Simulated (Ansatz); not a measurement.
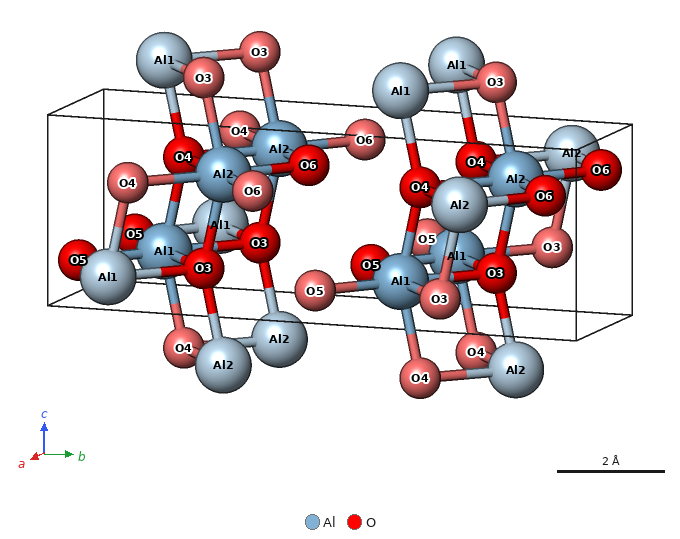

Fig. 1: The structure as given in the input (ball-and-stick view of the cell 2 times as large as that of the calculation, set on its symmetry axes, seen slightly off an axis; neighbours outside the cell are drawn fainter; atoms are numbered from 1 in the order of the input). Near neighbours in the crystal (not all of them lie inside the picture): Al has 6 O at 1.86 to 2.00 Å; O has 4 Al at 1.86 to 2.00 Å; O has 2 Al at 1.87 Å.

## AlO2: a changed input and its effect

System: AlO2 (Cmcm, 6 atoms in the cell).
Method of run A: DFT PBE+D3(BJ), scalar-relativistic, plane waves, PAW, spin-polarised (Ansatz 0.2.0).

The structure derives from a Materials Project entry. Text and figures count atoms from 1; the logs count them from 0 in places.

## Input, run A
```yaml
crystal:
  lattice:
    - [1.4782141285, -5.3062068842, 0.0]
    - [1.4782141285, 5.3062068842, 0.0]
    - [0.0, 0.0, 3.6353360528]
  atoms:
    - { symbol: Al, position: [0.3323727374, 0.6676272626, 0.25] }
    - { symbol: Al, position: [0.6676272626, 0.3323727374, 0.75] }
    - { symbol: O, position: [0.7047888594, 0.2952111406, 0.25] }
    - { symbol: O, position: [0.2952111406, 0.7047888594, 0.75] }
    - { symbol: O, position: [0.9409365801, 0.0590634199, 0.25], spin: 0.8 }
    - { symbol: O, position: [0.0590634199, 0.9409365801, 0.75], spin: 0.8 }
basis:
  ecutwfc: 420
kpoints:
  mp_grid: { grid: [16, 16, 14] }
hamiltonian:
  xc: pbe
  dispersion: d3bj
scf:
  occupations: { method: gaussian, width: 0.15 }
output:
  forces: true
  stress: true
  eigenvalues: true
  populations: true
magnetization:
  spin_polarized: true
```

Launched with:
```bash
ansatz run input.yaml --threads 2 --pin off --max-ram 5120MiB --backend cpu --events-out ev --progress --plain --runs-dir out
```

Hardware: 2 threads of Intel Xeon (Granite Rapids), 176 GiB of memory available, shared host.

## Output, shortened to warnings, some set-up lines, iterations and results (run A)
```
Basis set: ecut = 420 eV, 1089 PW (Γ), exchange–correlation on 80×80×50 points (8 copies of the dense FFT grid, shifted against one another)
Symmetry: 8 space group operations
k-points: 584 of 3584
Initial density: superposition of atomic densities (chi_scale 0.1, normalization cell, long waves kept (reshape's long-wave potential 0.13 eV rms))
[...]
SCF iter   1: F=—  HF=-3350.394369 eV  |F-HF|=—  |Δ(HF+E_count)|=         —  Δρ=6.76e-2 (↑5.85e-2 ↓6.76e-2)  dr2=8.20e0  dr2_m=1.77e-1  M=1.387 μB ∫|m|=1.420 μB  β_m=0.30  …
SCF iter   2: F=—  HF=-3349.005254 eV  |F-HF|=—  |Δ(HF+E_count)|=    1.39e0  Δρ=4.00e-2 (↑3.27e-2 ↓4.00e-2)  dr2=2.93e0  dr2_m=1.25e-1  M=1.539 μB ∫|m|=1.568 μB  β_m=1.00  …
SCF iter   3: F=—  HF=-3348.417370 eV  |F-HF|=—  |Δ(HF+E_count)|=   5.88e-1  Δρ=1.84e-2 (↑1.72e-2 ↓1.84e-2)  dr2=5.61e-1  dr2_m=1.82e-2  M=1.710 μB ∫|m|=1.746 μB  β_m=0.30  …
SCF iter   4: F=—  HF=-3348.269481 eV  |F-HF|=—  |Δ(HF+E_count)|=   1.48e-1  Δρ=1.02e-2 (↑8.70e-3 ↓1.02e-2)  dr2=2.02e-1  dr2_m=2.79e-2  M=1.816 μB ∫|m|=1.865 μB  β_m=0.65  …
SCF iter   5: F=—  HF=-3348.320602 eV  |F-HF|=—  |Δ(HF+E_count)|=   5.11e-2  Δρ=6.59e-3 (↑4.27e-3 ↓6.59e-3)  dr2=4.97e-2  dr2_m=9.32e-3  M=1.865 μB ∫|m|=1.918 μB  β_m=0.77  …
SCF iter   6: F=—  HF=-3348.324214 eV  |F-HF|=—  |Δ(HF+E_count)|=   3.61e-3  Δρ=2.50e-3 (↑2.50e-3 ↓2.21e-3)  dr2=1.32e-2  dr2_m=1.56e-3  M=1.866 μB ∫|m|=1.921 μB  β_m=0.87  …
SCF iter   7: F=—  HF=-3348.324037 eV  |F-HF|=—  |Δ(HF+E_count)|=   1.77e-4  Δρ=1.17e-3 (↑6.61e-4 ↓1.17e-3)  dr2=2.75e-3  dr2_m=1.91e-4  M=1.854 μB ∫|m|=1.907 μB  β_m=0.93  …
SCF iter   8: F=—  HF=-3348.323847 eV  |F-HF|=—  |Δ(HF+E_count)|=   1.90e-4  Δρ=2.13e-4 (↑2.07e-4 ↓2.13e-4)  dr2=7.77e-5  dr2_m=9.77e-6  M=1.845 μB ∫|m|=1.898 μB  β_m=0.97  …
SCF iter   9: F=—  HF=-3348.323874 eV  |F-HF|=—  |Δ(HF+E_count)|=   2.76e-5  Δρ=4.83e-5 (↑3.50e-5 ↓4.83e-5)  dr2=3.40e-6  dr2_m=2.52e-7  M=1.844 μB ∫|m|=1.896 μB  β_m=0.98  …
SCF iter  10: F=—  HF=-3348.323878 eV  |F-HF|=—  |Δ(HF+E_count)|=   3.88e-6  Δρ=1.08e-5 (↑1.08e-5 ↓1.08e-5)  dr2=3.15e-7  dr2_m=1.01e-8  M=1.844 μB ∫|m|=1.896 μB  β_m=0.99  …
SCF iter  11: F=-3348.323879 eV  HF=-3348.323879 eV  |F-HF|=4.63e-9  |Δ(HF+E_count)|=   3.17e-7  Δρ=2.51e-6 (↑2.51e-6 ↓2.34e-6)  dr2=1.31e-8  dr2_m=6.45e-10  M=1.844 μB …
SCF 1 converged in 11 iterations: F = -3348.323879 eV  dr2 = 1.31e-8
SCF converged after 11 iterations
Magnetization: 1.8436 μB (15.9218 up, 14.0782 down)
Absolute magnetization: 1.8967 μB (∫|ρ↑−ρ↓|, with the PAW one-centre terms)
Spin contamination: 0.0087 ħ² per cell (⟨S²⟩ above its minimum at these occupations)
Per-site moments (μB) at R_I (Å): [(-0.0008050941066131622, 0.767233155686309), (-0.0008050941066131805, 0.767233155686309), (0.08988258690014325, 0.767233155686309), (0.08988258690014322, 0.767233155686309), (0.7213020338850266, 0.773094519478602), (0.7213020338850267, 0.773094519478602)]
Free energy (F): -3348.323879 eV
Harris-Foulkes:  -3348.323879 eV  (|F-HF|=4.63e-9)
Internal energy: -3348.312015 eV  (E = F + TS)
E sigma→0 (E₀):  -3348.317947 eV
Entropy (-TS):   -0.011864 eV (-1.977 meV/atom)
Fermi energy:    5.789489 eV
--- Per-component energies (eV) ---
  E_band       = -26.339787
  E_kinetic    = 756.424831
  E_local      = -1404.533472  (includes V_loc(G=0)·N_el)
  E_nonlocal   = 211.753012
  E_hartree    = 498.963663
  E_xc         = -376.729921
  E_vxc        = -437.402345  (∫ρ·V_xc dr)
  E_paw        = -1567.295760  (= ΣΔE_a)
  E_vpaw       = -150.517767  (= ΣTr[D̂ρ^β])
  E_aug_tail   = 0.009643  (compensation charges beyond the density's cutoff)
  E_ewald      = -1465.815160
  E_disp       = -1.088851  (pairwise vdW)
  E_smearing   = -0.011864  (= −TS)
  E_closure    = 0.000000  (closes the sum)
  Σ components = -3348.323879   (vs F -3348.323879, Δ=0.00e0)
--- Forces (eV/Å), atoms counted from 1 ---
  atom   1  Al     0.00000000    -0.00760015     0.00000000
  atom   2  Al     0.00000000     0.00760015     0.00000000
  atom   3  O      0.00000000     0.00183037     0.00000000
  atom   4  O      0.00000000    -0.00183037     0.00000000
  atom   5  O      0.00000000    -0.02255173     0.00000000
  atom   6  O      0.00000000     0.02255173     0.00000000
  max |Σ_I F_I| component: 3.47e-18 eV/Å
--- Stress (GPa, compression-positive) ---
       -0.070424       0.000000       0.000000
        0.000000      -0.021606       0.000000
        0.000000       0.000000       0.005619
  P = ⅓ Tr σ = -0.0288 GPa (-0.288 kbar)
--- Löwdin populations: 6 sites ---
  site symbol       q [e]    m [muB]
     0     Al      1.7041    -0.0248
     1     Al      1.7041    -0.0248
     2      O      6.7697     0.1039
     3      O      6.7697     0.1039
     4      O      6.4216     0.8427
     5      O      6.4216     0.8427
  spilling = 0.006972 (of n_electrons = 30.000000)
```

For run B the input was changed thus:
```diff
-  dispersion: d3bj
+  dispersion: d3bjatm
-  populations: true
```

How does run B compare with run A?

The total energies belong to different models, so their difference says nothing on which is more stable or more accurate. The pressure goes from −0.03 to 0.37 GPa. The number of SCF iterations is the same.

## Output, shortened to warnings, some set-up lines, iterations and results (run B)
```
Basis set: ecut = 420 eV, 1089 PW (Γ), exchange–correlation on 80×80×50 points (8 copies of the dense FFT grid, shifted against one another)
Symmetry: 8 space group operations
k-points: 584 of 3584
Initial density: superposition of atomic densities (chi_scale 0.1, normalization cell, long waves kept (reshape's long-wave potential 0.13 eV rms))
[...]
SCF iter   1: F=—  HF=-3350.323788 eV  |F-HF|=—  |Δ(HF+E_count)|=         —  Δρ=6.76e-2 (↑5.85e-2 ↓6.76e-2)  dr2=8.20e0  dr2_m=1.77e-1  M=1.387 μB ∫|m|=1.420 μB  β_m=0.30  …
SCF iter   2: F=—  HF=-3348.934673 eV  |F-HF|=—  |Δ(HF+E_count)|=    1.39e0  Δρ=4.00e-2 (↑3.27e-2 ↓4.00e-2)  dr2=2.93e0  dr2_m=1.25e-1  M=1.539 μB ∫|m|=1.568 μB  β_m=1.00  …
SCF iter   3: F=—  HF=-3348.346789 eV  |F-HF|=—  |Δ(HF+E_count)|=   5.88e-1  Δρ=1.84e-2 (↑1.72e-2 ↓1.84e-2)  dr2=5.61e-1  dr2_m=1.82e-2  M=1.710 μB ∫|m|=1.746 μB  β_m=0.30  …
SCF iter   4: F=—  HF=-3348.198900 eV  |F-HF|=—  |Δ(HF+E_count)|=   1.48e-1  Δρ=1.02e-2 (↑8.70e-3 ↓1.02e-2)  dr2=2.02e-1  dr2_m=2.79e-2  M=1.816 μB ∫|m|=1.865 μB  β_m=0.65  …
SCF iter   5: F=—  HF=-3348.250021 eV  |F-HF|=—  |Δ(HF+E_count)|=   5.11e-2  Δρ=6.59e-3 (↑4.27e-3 ↓6.59e-3)  dr2=4.97e-2  dr2_m=9.32e-3  M=1.865 μB ∫|m|=1.918 μB  β_m=0.77  …
SCF iter   6: F=—  HF=-3348.253633 eV  |F-HF|=—  |Δ(HF+E_count)|=   3.61e-3  Δρ=2.50e-3 (↑2.50e-3 ↓2.21e-3)  dr2=1.32e-2  dr2_m=1.56e-3  M=1.866 μB ∫|m|=1.921 μB  β_m=0.87  …
SCF iter   7: F=—  HF=-3348.253456 eV  |F-HF|=—  |Δ(HF+E_count)|=   1.77e-4  Δρ=1.17e-3 (↑6.61e-4 ↓1.17e-3)  dr2=2.75e-3  dr2_m=1.91e-4  M=1.854 μB ∫|m|=1.907 μB  β_m=0.93  …
SCF iter   8: F=—  HF=-3348.253266 eV  |F-HF|=—  |Δ(HF+E_count)|=   1.90e-4  Δρ=2.13e-4 (↑2.07e-4 ↓2.13e-4)  dr2=7.77e-5  dr2_m=9.77e-6  M=1.845 μB ∫|m|=1.898 μB  β_m=0.97  …
SCF iter   9: F=—  HF=-3348.253293 eV  |F-HF|=—  |Δ(HF+E_count)|=   2.76e-5  Δρ=4.83e-5 (↑3.50e-5 ↓4.83e-5)  dr2=3.40e-6  dr2_m=2.52e-7  M=1.844 μB ∫|m|=1.896 μB  β_m=0.98  …
SCF iter  10: F=—  HF=-3348.253297 eV  |F-HF|=—  |Δ(HF+E_count)|=   3.88e-6  Δρ=1.08e-5 (↑1.08e-5 ↓1.08e-5)  dr2=3.15e-7  dr2_m=1.01e-8  M=1.844 μB ∫|m|=1.896 μB  β_m=0.99  …
SCF iter  11: F=-3348.253298 eV  HF=-3348.253298 eV  |F-HF|=4.63e-9  |Δ(HF+E_count)|=   3.17e-7  Δρ=2.51e-6 (↑2.51e-6 ↓2.34e-6)  dr2=1.31e-8  dr2_m=6.45e-10  M=1.844 μB …
SCF 1 converged in 11 iterations: F = -3348.253298 eV  dr2 = 1.31e-8
SCF converged after 11 iterations
Magnetization: 1.8436 μB (15.9218 up, 14.0782 down)
Absolute magnetization: 1.8967 μB (∫|ρ↑−ρ↓|, with the PAW one-centre terms)
Spin contamination: 0.0087 ħ² per cell (⟨S²⟩ above its minimum at these occupations)
Per-site moments (μB) at R_I (Å): [(-0.0008050941066131622, 0.767233155686309), (-0.0008050941066131805, 0.767233155686309), (0.08988258690014325, 0.767233155686309), (0.08988258690014322, 0.767233155686309), (0.7213020338850266, 0.773094519478602), (0.7213020338850267, 0.773094519478602)]
Free energy (F): -3348.253298 eV
Harris-Foulkes:  -3348.253298 eV  (|F-HF|=4.63e-9)
Internal energy: -3348.241434 eV  (E = F + TS)
E sigma→0 (E₀):  -3348.247366 eV
Entropy (-TS):   -0.011864 eV (-1.977 meV/atom)
Fermi energy:    5.789489 eV
--- Per-component energies (eV) ---
  E_band       = -26.339787
  E_kinetic    = 756.424831
  E_local      = -1404.533472  (includes V_loc(G=0)·N_el)
  E_nonlocal   = 211.753012
  E_hartree    = 498.963663
  E_xc         = -376.729921
  E_vxc        = -437.402345  (∫ρ·V_xc dr)
  E_paw        = -1567.295760  (= ΣΔE_a)
  E_vpaw       = -150.517767  (= ΣTr[D̂ρ^β])
  E_aug_tail   = 0.009643  (compensation charges beyond the density's cutoff)
  E_ewald      = -1465.815160
  E_disp       = -1.018270  (pairwise vdW)
  E_smearing   = -0.011864  (= −TS)
  E_closure    = 0.000000  (closes the sum)
  Σ components = -3348.253298   (vs F -3348.253298, Δ=0.00e0)
--- Forces (eV/Å), atoms counted from 1 ---
  atom   1  Al     0.00000000    -0.00783105     0.00000000
  atom   2  Al     0.00000000     0.00783105     0.00000000
  atom   3  O      0.00000000     0.00156899     0.00000000
  atom   4  O      0.00000000    -0.00156899     0.00000000
  atom   5  O      0.00000000    -0.02239459     0.00000000
  atom   6  O      0.00000000     0.02239459     0.00000000
  max |Σ_I F_I| component: 6.94e-18 eV/Å
--- Stress (GPa, compression-positive) ---
        0.327181       0.000000       0.000000
        0.000000       0.380656       0.000000
        0.000000       0.000000       0.407513
  P = ⅓ Tr σ = 0.3718 GPa (3.718 kbar)
```

## The two runs side by side

```tsv
quantity	run A	run B
outcome	converged	converged
free energy per atom (eV)	−558.0540	−558.0422
energy per atom, smearing taken to zero (eV)	−558.0530	−558.0412
gap on the mesh (eV)	0.00	0.00
net moment of the cell (μB)	1.84	1.84
absolute moment of the cell (μB)	1.90	1.90
pressure (GPa)	−0.03	0.37
largest force (eV/Å)	0.023	0.022
SCF iterations	11	11
irreducible k-points	584	584
plane waves at Γ	1089	1089
wall time (shared host)	51 s	44 s
```
